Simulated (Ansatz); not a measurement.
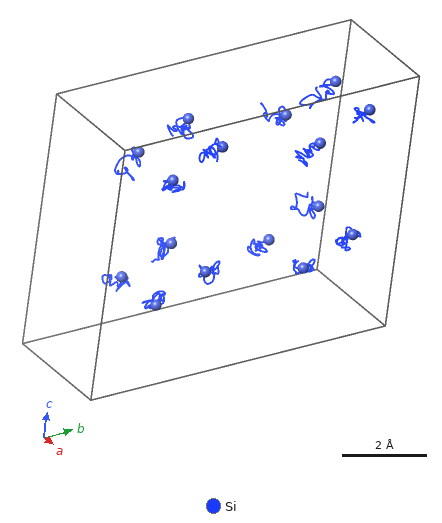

A Born-Oppenheimer molecular dynamics run of a 16-atom cell of Si (set up in Fd-3m), 540 fs long. Lines trace each atom's path, in the colour of its element; spheres stand at the starting positions. Seen slightly off an axis in the reduced simulation cell.

The calculation used DFT PBE, scalar-relativistic, plane waves, PAW in Ansatz 0.2.0. Set-up: plane-wave cutoff 420 eV; k-point mesh 2 × 2 × 2; Fermi-Dirac smearing 0.103 eV; volume 1.04 times that of the relaxed crystal; Langevin thermostat and barostat (NPT); set temperature 1200 K; time step 6 fs; friction 0.02 per fs; target pressure 10 GPa.

Describe the motion.

Answer. In the second half of the run the atoms are, in the root-mean-square, this far from where they began (common drift taken out): Si 0.35 Å. That is small against the typical shortest distance between atoms in the first frame, about 2.4 Å: the atoms vibrate about their sites and the arrangement holds. The time step of 6 fs is long for the fastest vibrations here (lightest element silicon).
